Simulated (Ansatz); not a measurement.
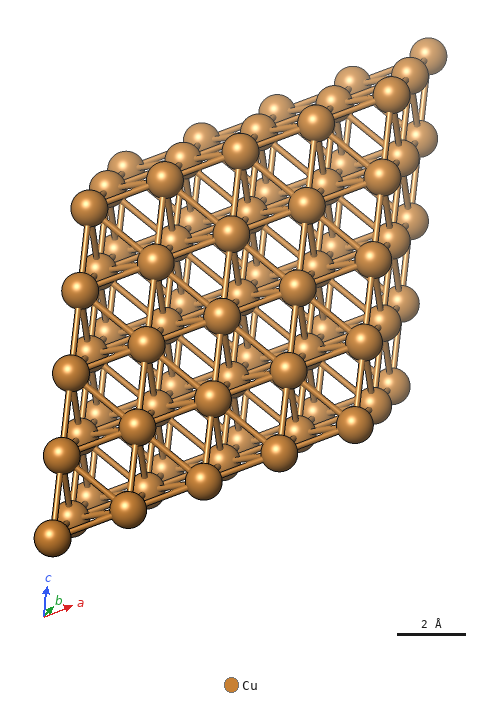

*The input geometry (ball-and-stick view of the reduced cell, repeated 4 × 2 × 4, seen slightly off an axis). An atom can appear more than once, as a periodic image.*

**Geometry relaxation of Cu**

The run: geometry relaxation of Cu (1 atom in the cell). Method and program: DFT, PBE, dispersion d3bj, plane waves, PAW, spin-polarised (Ansatz 0.2.0).

The structure derives from an entry of the Crystallography Open Database.

**Input file**
```yaml
crystal:
  lattice:
    - [2.4646535038, 0.0, 0.0]
    - [-1.2313541842, 2.1350137627, 0.0]
    - [-1.2320025627, 0.7116712542, 2.1122254628]
  atoms:
    - { symbol: Cu, position: [0.0, 0.0, 0.0] }
basis:
  ecutwfc: 420
kpoints:
  mp_grid: { grid: [15, 15, 16] }
hamiltonian:
  xc: pbe
  dispersion: d3bj
scf:
  occupations: { method: gaussian, width: 0.1 }
output:
  forces: true
  eigenvalues: true
  stress: true
relax:
  adjacent_minimum: "off"
  f_tol: 0.01
  max_steps: 50
  cell: { fix: [a, b, gamma], stress_tol: 0.1 }
magnetization:
  spin_polarized: true
```

Machine: 2 threads of AMD EPYC (Zen 3), 32 GiB of memory available, shared host.

Command:
```bash
ansatz run input.yaml --threads 2 --pin off --max-ram 5120MiB --backend cpu --events-out ev --progress --plain --runs-dir out
```

**What the program printed**
```
Engine: ansatz 0.2.0, x86_64-unknown-linux-gnu
Pseudopotentials: kind: paw
Pseudopotential: Cu, paw, valence charge 19, recommended cutoff 420 eV (normal), Cu.paw.azcp
Functional definition: PBE
  parameter kappa = 0.804
  parameter beta = 0.06672455060314922
  exchange = pbe_x(kappa = kappa, mu = beta*pi^2/3)
  correlation = pbe_c(beta = beta)
Crystal: 1 atoms, lattice volume = 11.115 Å³
Basis set: ecut = 420 eV, 211 PW (Γ), exchange–correlation on 36×36×36 points (8 copies of the dense FFT grid, shifted against one another)
Bands: 14, of which v1, the nominal top of the filled ones, is band 10 counted from 1 (9 counted from 0)
Symmetry: 4 space group operations
Space group: C2/m (ITA 12), of the structure as read, at distance tolerance 2.2e-5 Å
k-points: 968 of 3600
Non-local potential: Cu, projectors of the file, l = 0: 3, l = 1: 2, l = 2: 3, l = 3: 1
PAW form: soft (Blöchl's): semilocal exchange-correlation on the pseudo side does not see the compensation charge
PAW one-centre angular grid: Cu, 590 points (default); XC on 64 Gauss nodes
Initial density: superposition of atomic densities (chi_scale 0.1, normalization cell)
Initial wavefunctions: pseudopotential atomic-orbital guess
Functional: x = pbe(κ = 0.804, μ = 0.2195149727645171), c = pbe(β = 0.06672455060314922)
SCF iter   1: F=—  HF=-6626.692548 eV  |F-HF|=—  |Δ(HF+E_count)|=         —  Δρ=1.35e-1 (↑1.35e-1 ↓1.35e-1)  dr2=4.90e0  dr2_m=0.00e0  M=0.000 μB ∫|m|=0.000 μB  β_m=0.30  ethr=3.10e-3  ⟨swp⟩=5.3  Hψ=67249  notcnv=0
preconditioner: auto → none  [metal: Δε(μ)=0.018 eV  Ē_g=16.596 eV  σ=0.100 eV  W_gap=0.10  n_scr=2 (ndim 8)  ℏωp=36.9 eV  f_vac=0.000  D(μ)=0.45/eV (n_scr^D=0)  sad-step TF]
SCF iter   2: F=—  HF=-6625.595447 eV  |F-HF|=—  |Δ(HF+E_count)|=    1.10e0  Δρ=8.97e-2 (↑3.13e-2 ↓8.97e-2)  dr2=6.26e-1  dr2_m=2.80e-1  M=0.489 μB ∫|m|=0.489 μB  ethr=3.10e-3  ⟨swp⟩=2.7  Hψ=31686  notcnv=0  defer=396
Mixer restart at iter 2: flushing history
SCF iter   3: F=—  HF=-6625.925204 eV  |F-HF|=—  |Δ(HF+E_count)|=         —  Δρ=7.38e-2 (↑7.38e-2 ↓3.06e-2)  dr2=3.93e-1  dr2_m=2.18e-1  M=0.056 μB ∫|m|=0.056 μB  β_m=0.30  ethr=3.10e-3  ⟨swp⟩=2.7  Hψ=70745  notcnv=0  defer=359
SCF iter   4: F=—  HF=-6625.808485 eV  |F-HF|=—  |Δ(HF+E_count)|=   1.17e-1  Δρ=4.09e-2 (↑4.09e-2 ↓3.22e-2)  dr2=5.86e-2  dr2_m=1.21e-1  M=0.038 μB ∫|m|=0.038 μB  β_m=0.51  ethr=2.07e-3  ⟨swp⟩=2.0  Hψ=40934  notcnv=0  defer=496
SCF iter   5: F=—  HF=-6625.802878 eV  |F-HF|=—  |Δ(HF+E_count)|=   5.61e-3  Δρ=3.69e-2 (↑3.69e-2 ↓1.85e-2)  dr2=1.92e-1  dr2_m=1.10e-2  M=0.013 μB ∫|m|=0.013 μB  β_m=0.41  ethr=3.08e-4  ⟨swp⟩=2.3  Hψ=57223  notcnv=0  defer=757
Mixer restart at iter 5: flushing history
SCF iter   6: F=—  HF=-6625.755157 eV  |F-HF|=—  |Δ(HF+E_count)|=         —  Δρ=5.51e-3 (↑5.51e-3 ↓5.51e-3)  dr2=6.91e-3  dr2_m=0.00e0  M=0.000 μB ∫|m|=0.000 μB  β_m=0.41  ethr=3.08e-4  ⟨swp⟩=5.4  Hψ=61451  notcnv=0  defer=62
SCF iter   7: F=—  HF=-6625.755816 eV  |F-HF|=—  |Δ(HF+E_count)|=   6.59e-4  Δρ=1.10e-3 (↑1.10e-3 ↓1.10e-3)  dr2=3.18e-4  dr2_m=0.00e0  M=0.000 μB ∫|m|=0.000 μB  β_m=0.42  ethr=3.64e-5  ⟨swp⟩=2.5  Hψ=26151  notcnv=0  defer=153
SCF iter   8: F=—  HF=-6625.755950 eV  |F-HF|=—  |Δ(HF+E_count)|=   1.33e-4  Δρ=3.15e-3 (↑3.15e-3 ↓3.15e-3)  dr2=2.28e-3  dr2_m=0.00e0  M=0.000 μB ∫|m|=0.000 μB  β_m=0.42  ethr=1.68e-6  ⟨swp⟩=2.0  Hψ=22548  notcnv=0  defer=153
SCF iter   9: F=—  HF=-6625.755812 eV  |F-HF|=—  |Δ(HF+E_count)|=   1.38e-4  Δρ=3.42e-5 (↑3.42e-5 ↓3.42e-5)  dr2=2.41e-7  dr2_m=0.00e0  M=0.000 μB ∫|m|=0.000 μB  β_m=0.70  ethr=1.68e-6  ⟨swp⟩=2.0  Hψ=18524  notcnv=0  defer=153
SCF iter  10: F=—  HF=-6625.755817 eV  |F-HF|=—  |Δ(HF+E_count)|=   5.17e-6  Δρ=9.79e-6 (↑9.79e-6 ↓9.79e-6)  dr2=2.68e-8  dr2_m=0.00e0  M=0.000 μB ∫|m|=0.000 μB  β_m=0.84  ethr=5.26e-10  ⟨swp⟩=2.9  Hψ=31214  notcnv=0
SCF iter  11: F=-6625.755817 eV  HF=-6625.755817 eV  |F-HF|=2.55e-10  |Δ(HF+E_count)|=  5.40e-10  Δρ=1.91e-6 (↑1.91e-6 ↓1.91e-6)  dr2=8.66e-10  dr2_m=0.00e0  M=0.000 μB ∫|m|=0.000 μB  ethr=1.41e-10  ⟨swp⟩=1.0  Hψ=33894  notcnv=0
SCF 1 converged in 11 iterations: F = -6625.755817 eV  dr2 = 8.66e-10
  greatest PAW one-centre occupation: 1.000 electrons in one spin orbital (limit 2), on the Cu atom at site 0 (counted from 0), in its partial waves of l = 0
the input gives no starting moments: this run first made a single point of its starting geometry. This run's own SCFs start from that state's density, with no starting moments from it.
Initial density: read from a saved state, or passed on in memory by an earlier SCF of this step, an earlier step, the calling program or the single point that the run made first
Stability of the state it starts from, as read at its close in the collinear treatment: not read negative (Ritz values of 1 − χ₀K, real part plus size of imaginary part, from 0.94 to 2.3, by its mixing steps under the symmetry group of the SCF that read it); nothing settles its magnetic order
iter 1 solved again at ethr=7.68e-11 eV; its pass at ethr=3.10e-3 eV (dr2=1.46e-8 eV) is discarded
SCF iter   1: F=—  HF=-6625.755817 eV  |F-HF|=—  |Δ(HF+E_count)|=         —  Δρ=1.96e-6 (↑1.96e-6 ↓1.96e-6)  dr2=8.83e-10  dr2_m=0.00e0  M=0.000 μB ∫|m|=0.000 μB  β_m=0.30  ethr=7.68e-11  ⟨swp⟩=4.2  Hψ=119344  notcnv=0
preconditioner: auto → none  [metal: Δε(μ)=0.007 eV  Ē_g=17.785 eV  σ=0.100 eV  W_gap=0.04  n_scr=2 (ndim 8)  ℏωp=36.9 eV  f_vac=0.000  D(μ)=0.28/eV (n_scr^D=0)]
SCF iter   2: F=-6625.755817 eV  HF=-6625.755817 eV  |F-HF|=7.73e-11  |Δ(HF+E_count)|=  1.62e-10  Δρ=1.22e-6 (↑1.22e-6 ↓1.22e-6)  dr2=4.24e-10  dr2_m=0.00e0  M=0.000 μB ∫|m|=0.000 μB  ethr=4.65e-12  ⟨swp⟩=3.7  Hψ=40744  notcnv=0
SCF 2 converged in 2 iterations: F = -6625.755817 eV  dr2 = 4.24e-10
relax step   1: F+E_penalty+E_count = -6625.75581726 eV  Δ(F+E_penalty+E_count) = +0.000e0 eV  max|allowed force component| = 0.000e0 eV/Å  Δτ_max = 0.0000 Å  P = +3.557 GPa  Ω = 11.115 Å³  fix = [a, b, gamma]  reactions: a +6.822, b +6.822 GPa; gamma -3.863 GPa/rad  (2 SCF iters, dr2 threshold 1.00e-7 eV, accepted)
Crystal: 1 atoms, lattice volume = 11.069 Å³
Initial density: handed on by an earlier stage of this run
Initial wavefunctions: those handed on with the density
iter 1 solved again at ethr=9.94e-7 eV; its pass at ethr=3.10e-3 eV (dr2=1.89e-4 eV) is discarded
SCF iter   1: F=—  HF=-6625.756565 eV  |F-HF|=—  |Δ(HF+E_count)|=         —  Δρ=8.02e-4 (↑8.02e-4 ↓8.02e-4)  dr2=1.80e-4  dr2_m=0.00e0  M=0.000 μB ∫|m|=0.000 μB  β_m=0.30  ethr=9.94e-7  ⟨swp⟩=2.2  Hψ=85178  notcnv=0
preconditioner: auto → none  [metal: Δε(μ)=0.022 eV  Ē_g=17.821 eV  σ=0.100 eV  W_gap=0.12  n_scr=0 (ndim 8)  ℏωp=37.0 eV  f_vac=0.000  D(μ)=0.28/eV (n_scr^D=0)]
SCF iter   2: F=—  HF=-6625.756534 eV  |F-HF|=—  |Δ(HF+E_count)|=   3.03e-5  Δρ=2.65e-4 (↑2.65e-4 ↓2.65e-4)  dr2=1.04e-5  dr2_m=0.00e0  M=0.000 μB ∫|m|=0.000 μB  β_m=0.27  ethr=9.47e-7  ⟨swp⟩=2.0  Hψ=18159  notcnv=0
SCF iter   3: F=—  HF=-6625.756526 eV  |F-HF|=—  |Δ(HF+E_count)|=   8.51e-6  Δρ=9.98e-5 (↑9.98e-5 ↓9.98e-5)  dr2=2.73e-6  dr2_m=0.00e0  M=0.000 μB ∫|m|=0.000 μB  β_m=0.44  ethr=5.48e-8  ⟨swp⟩=2.1  Hψ=20035  notcnv=0
SCF iter   4: F=—  HF=-6625.756524 eV  |F-HF|=—  |Δ(HF+E_count)|=   1.43e-6  Δρ=3.09e-5 (↑3.09e-5 ↓3.09e-5)  dr2=1.14e-7  dr2_m=0.00e0  M=0.000 μB ∫|m|=0.000 μB  β_m=0.72  ethr=1.44e-8  ⟨swp⟩=2.0  Hψ=18777  notcnv=0
SCF iter   5: F=-6625.756524 eV  HF=-6625.756524 eV  |F-HF|=7.35e-10  |Δ(HF+E_count)|=   1.23e-7  Δρ=2.27e-6 (↑2.27e-6 ↓2.27e-6)  dr2=5.61e-10  dr2_m=0.00e0  M=0.000 μB ∫|m|=0.000 μB  ethr=5.26e-10  ⟨swp⟩=4.8  Hψ=58108  notcnv=0
SCF 3 converged in 5 iterations: F = -6625.756524 eV  dr2 = 5.61e-10
relax step   2: F+E_penalty+E_count = -6625.75652448 eV  Δ(F+E_penalty+E_count) = -7.072e-4 eV  max|allowed force component| = 0.000e0 eV/Å  Δτ_max = 0.0000 Å  P = +4.226 GPa  Ω = 11.069 Å³  energy of the carried Pulay correction = +3.912e-5 eV  fix = [a, b, gamma]  reactions: a +7.211, b +7.211 GPa; gamma -4.080 GPa/rad  (5 SCF iters, dr2 threshold 1.00e-7 eV, accepted)
Crystal: 1 atoms, lattice volume = 11.005 Å³
iter 1 solved again at ethr=2.02e-6 eV; its pass at ethr=3.10e-3 eV (dr2=3.83e-4 eV) is discarded
SCF iter   1: F=—  HF=-6625.757002 eV  |F-HF|=—  |Δ(HF+E_count)|=         —  Δρ=1.14e-3 (↑1.14e-3 ↓1.14e-3)  dr2=3.63e-4  dr2_m=0.00e0  M=0.000 μB ∫|m|=0.000 μB  β_m=0.30  ethr=2.02e-6  ⟨swp⟩=2.2  Hψ=86320  notcnv=0
preconditioner: auto → none  [metal: Δε(μ)=0.037 eV  Ē_g=17.888 eV  σ=0.100 eV  W_gap=0.20  n_scr=0 (ndim 8)  ℏωp=37.1 eV  f_vac=0.000  D(μ)=0.29/eV (n_scr^D=0)]
SCF iter   2: F=—  HF=-6625.756939 eV  |F-HF|=—  |Δ(HF+E_count)|=   6.34e-5  Δρ=3.76e-4 (↑3.76e-4 ↓3.76e-4)  dr2=2.06e-5  dr2_m=0.00e0  M=0.000 μB ∫|m|=0.000 μB  β_m=0.27  ethr=1.91e-6  ⟨swp⟩=2.1  Hψ=18117  notcnv=0
SCF iter   3: F=—  HF=-6625.756923 eV  |F-HF|=—  |Δ(HF+E_count)|=   1.62e-5  Δρ=1.43e-4 (↑1.43e-4 ↓1.43e-4)  dr2=5.41e-6  dr2_m=0.00e0  M=0.000 μB ∫|m|=0.000 μB  β_m=0.44  ethr=1.08e-7  ⟨swp⟩=2.1  Hψ=20085  notcnv=0
SCF iter   4: F=—  HF=-6625.756920 eV  |F-HF|=—  |Δ(HF+E_count)|=   2.82e-6  Δρ=4.49e-5 (↑4.49e-5 ↓4.49e-5)  dr2=2.37e-7  dr2_m=0.00e0  M=0.000 μB ∫|m|=0.000 μB  β_m=0.72  ethr=2.85e-8  ⟨swp⟩=2.0  Hψ=18819  notcnv=0
SCF iter   5: F=-6625.756920 eV  HF=-6625.756920 eV  |F-HF|=2.25e-9  |Δ(HF+E_count)|=   2.74e-7  Δρ=3.60e-6 (↑3.60e-6 ↓3.60e-6)  dr2=1.36e-9  dr2_m=0.00e0  M=0.000 μB ∫|m|=0.000 μB  ethr=5.26e-10  ⟨swp⟩=5.0  Hψ=64531  notcnv=0
SCF 4 converged in 5 iterations: F = -6625.756920 eV  dr2 = 1.36e-9
relax step   3: F+E_penalty+E_count = -6625.75692008 eV  Δ(F+E_penalty+E_count) = -3.956e-4 eV  max|allowed force component| = 0.000e0 eV/Å  Δτ_max = 0.0000 Å  P = +5.216 GPa  Ω = 11.005 Å³  energy of the carried Pulay correction = +9.498e-5 eV  fix = [a, b, gamma]  reactions: a +7.793, b +7.793 GPa; gamma -4.408 GPa/rad  (5 SCF iters, dr2 threshold 1.00e-7 eV, accepted)
Initial wavefunctions: pseudopotential atomic-orbital guess (no wavefunctions were taken with the density)
iter 1 solved again at ethr=2.69e-10 eV; its pass at ethr=3.10e-3 eV (dr2=5.11e-8 eV) is discarded
SCF iter   1: F=—  HF=-6625.756816 eV  |F-HF|=—  |Δ(HF+E_count)|=         —  Δρ=1.89e-5 (↑1.89e-5 ↓1.89e-5)  dr2=2.36e-8  dr2_m=0.00e0  M=0.000 μB ∫|m|=0.000 μB  β_m=0.30  ethr=2.69e-10  ⟨swp⟩=4.1  Hψ=116828  notcnv=0
preconditioner: auto → none  [metal: Δε(μ)=0.039 eV  Ē_g=17.901 eV  σ=0.100 eV  W_gap=0.21  n_scr=0 (ndim 8)  ℏωp=37.1 eV  f_vac=0.000  D(μ)=0.28/eV (n_scr^D=0)]
SCF iter   2: F=—  HF=-6625.756816 eV  |F-HF|=—  |Δ(HF+E_count)|=   3.14e-9  Δρ=1.59e-5 (↑1.59e-5 ↓1.59e-5)  dr2=4.35e-8  dr2_m=0.00e0  M=0.000 μB ∫|m|=0.000 μB  β_m=0.46  ethr=1.24e-10  ⟨swp⟩=2.7  Hψ=21810  notcnv=0
SCF iter   3: F=—  HF=-6625.756816 eV  |F-HF|=—  |Δ(HF+E_count)|=   5.00e-9  Δρ=7.69e-6 (↑7.69e-6 ↓7.69e-6)  dr2=4.06e-9  dr2_m=0.00e0  M=0.000 μB ∫|m|=0.000 μB  β_m=0.51  ethr=1.24e-10  ⟨swp⟩=2.3  Hψ=18287  notcnv=0
SCF iter   4: F=—  HF=-6625.756816 eV  |F-HF|=—  |Δ(HF+E_count)|=   1.02e-9  Δρ=1.25e-6 (↑1.25e-6 ↓1.25e-6)  dr2=1.19e-10  dr2_m=0.00e0  M=0.000 μB ∫|m|=0.000 μB  β_m=0.75  ethr=2.13e-11  ⟨swp⟩=2.0  Hψ=21714  notcnv=0
SCF iter   5: F=-6625.756816 eV  HF=-6625.756816 eV  |F-HF|=0.00e0  |Δ(HF+E_count)|=  2.28e-10  Δρ=6.54e-8 (↑6.54e-8 ↓6.54e-8)  dr2=7.76e-13  dr2_m=0.00e0  M=0.000 μB ∫|m|=0.000 μB  ethr=1.00e-12  ⟨swp⟩=4.0  Hψ=41756  notcnv=0
SCF 5 converged in 5 iterations: F = -6625.756816 eV  dr2 = 7.76e-13
relax step   4: F+E_penalty+E_count = -6625.75681650 eV  Δ(F+E_penalty+E_count) = +1.036e-4 eV  max|allowed force component| = 0.000e0 eV/Å  Δτ_max = 0.0000 Å  P = +5.229 GPa  Ω = 11.005 Å³  fix = [a, b, gamma]  reactions: a +7.801, b +7.801 GPa; gamma -4.413 GPa/rad  stress off target by 8.76e-2 GPa on what of the cell is left free  SCF on the basis re-selected at this cell (its energy is not comparable with the rows above)  (5 SCF iters)
basis re-selected at this cell: Δ(F+E_penalty+E_count) = +1.036e-4 eV, ΔP = +0.013 GPa vs the last step (what re-selecting the basis moved, of the pressure what is left beyond the Pulay correction that the steps carried, after the strain that the cell walked since its last selection, with what the two solves' SCF thresholds leave and, on support functions, any second-order correction that the steps lacked; it is no measure of the basis error at this ecutwfc). This SCF's stress stands 8.76e-2 GPa from its target on what of the cell is left free (relax.cell.stress_tol is 1.00e-1 GPa) and its largest allowed force component is 0.00e0 eV/Å (relax.f_tol is 1.00e-2 eV/Å): within both
SCF converged after 5 iterations
Magnetization: 0.0000 μB (9.5000 up, 9.5000 down)
Absolute magnetization: 0.0000 μB (∫|ρ↑−ρ↓|)
Spin contamination: 0.0000 ħ² per cell (⟨S²⟩ above its minimum at these occupations)
Per-site moments (μB) at R_I (Å): [(0.0, 1.0166695703204978)]
Free energy (F): -6625.756816 eV
Harris-Foulkes:  -6625.756816 eV  (|F-HF|=0.00e0)
Internal energy: -6625.755397 eV  (E = F + TS)
E sigma→0 (E₀):  -6625.756107 eV
Entropy (-TS):   -0.001420 eV (-1.420 meV/atom)
Fermi energy:    18.383900 eV
--- Per-component energies (eV) ---
  E_band       = -333.199545
  E_kinetic    = 300.970068
  E_local      = -3920.678268  (includes V_loc(G=0)·N_el)
  E_nonlocal   = 388.988347
  E_hartree    = 1732.011499
  E_xc         = -90.258969
  E_vxc        = -116.530114  (∫ρ·V_xc dr)
  E_paw        = -1661.896387  (= ΣΔE_a)
  E_vpaw       = -449.972912  (= ΣTr[D̂ρ^β])
  E_aug_tail   = 0.000268  (compensation charges beyond the density's cutoff)
  E_ewald      = -3374.264420
  E_disp       = -0.627535  (pairwise vdW)
  E_smearing   = -0.001420  (= −TS)
  E_closure    = -0.000000  (closes the sum)
  Σ components = -6625.756816   (vs F -6625.756816, Δ=0.00e0)
--- Forces (eV/Å), atoms counted from 1 ---
  atom   1  Cu     0.00000000     0.00000000     0.00000000
  max |Σ_I F_I| component: 0.00e0 eV/Å
--- Stress (GPa, compression-positive) ---
        7.838264      -0.064768      -0.008098
       -0.064768       7.763555       0.004678
       -0.008098       0.004678       0.086267
  P = ⅓ Tr σ = 5.2294 GPa (52.294 kbar)
--- Band table (eV; the first three rows and the last of 1936) ---
  k-point 0 ↑: bands = ["-94.4105", "-51.7078", "-51.7072", "-51.6921", "8.3802", "14.9699", "15.1754", "15.1792", "16.0591", "16.0597", "41.1659", "43.6662", "45.2261", "45.2520"]
  k-point 1 ↑: bands = ["-94.4098", "-51.7084", "-51.7078", "-51.6968", "8.5221", "14.9415", "15.1957", "15.1996", "16.0550", "16.0556", "39.6602", "42.9627", "44.8094", "44.8336"]
  k-point 2 ↑: bands = ["-94.4081", "-51.7106", "-51.7101", "-51.7097", "8.9411", "14.8663", "15.2427", "15.2468", "16.0557", "16.0562", "36.6242", "42.6769", "44.0895", "44.1114"]
  k-point 967 ↓: bands = ["-94.3855", "-51.8406", "-51.7575", "-51.7448", "13.0708", "13.6252", "16.5402", "16.5519", "16.8171", "18.9941", "27.4509", "30.6990", "32.9828", "37.3506"]
--- Relaxed structure (3 steps of the walk, 3 accepted, 1 SCFs on fresh bases) ---
  F+E_penalty+E_count = -6625.75681650 eV   max|allowed force component| = 0.000e0 eV/Å   (the final SCF, on the basis selected at the relaxed cell)
  cell:  # Å, volume = 11.0050 Å³
    - [2.464653478373531, 1.4696087304823228e-8, 0.0003540772409955636]
    - [-1.2313541587662635, 2.1350137479997153, -0.00035407721441763437]
    - [-1.2316990990497902, 0.7114959572182615, 2.0911507967380722]
  atoms:
    - { symbol: Cu, position: [0.0, 0.0, 0.0] }
```

**Trajectory as extended XYZ (Å, eV, eV/Å), 4 frames, from step=1 to step=4**
```
1
Lattice="2.4647 0.0000 0.0000 -1.2314 2.1350 0.0000 -1.2320 0.7117 2.1122" Properties=species:S:1:pos:R:3:forces:R:3 step=1 energy=-6625.75582 pressure_GPa=3.56
Cu    0.0000    0.0000    0.0000    0.0000   0.0000   0.0000
1
Lattice="2.4647 0.0000 0.0002 -1.2314 2.1350 -0.0002 -1.2318 0.7116 2.1035" Properties=species:S:1:pos:R:3:forces:R:3 step=2 energy=-6625.75652 pressure_GPa=4.23
Cu    0.0000    0.0000    0.0000    0.0000   0.0000   0.0000
1
Lattice="2.4647 0.0000 0.0004 -1.2314 2.1350 -0.0004 -1.2317 0.7115 2.0912" Properties=species:S:1:pos:R:3:forces:R:3 step=3 energy=-6625.75692 pressure_GPa=5.22
Cu    0.0000    0.0000    0.0000    0.0000   0.0000   0.0000
1
Lattice="2.4647 0.0000 0.0004 -1.2314 2.1350 -0.0004 -1.2317 0.7115 2.0912" Properties=species:S:1:pos:R:3:forces:R:3 step=4 energy=-6625.75682 pressure_GPa=5.23
Cu    0.0000    0.0000    0.0000    0.0000   0.0000   0.0000
```

**Results in brief**

| quantity | value |
| --- | --- |
| outcome | converged |
| space group (tolerance 0.01 Å) | R-3m (166) |
| electrons treated | 19 |
| free energy | −6625.7568 eV |
| Fermi energy | 18.384 eV |
| gap on the k-point mesh | none (metallic) |
| net moment of the cell | 0.00 μB |
| integrated absolute moment | 0.00 μB |
| pressure | 5.23 GPa |
| final volume | 11.01 Å³ |
| largest force (length of the vector) at the end | under 0.001 eV/Å |
| final cell | a = 2.465 Å, b = 2.465 Å, c = 2.529 Å, α = 60.86°, β = 119.14°, γ = 119.97° |
| wall time | 31 s (CPU time 58 s) |
| peak memory | 0.6 GiB |

Settings chosen away from the usual ones: magnetization set to {"spin_polarized": true}. The program warns: spin is on but no starting moments are given.
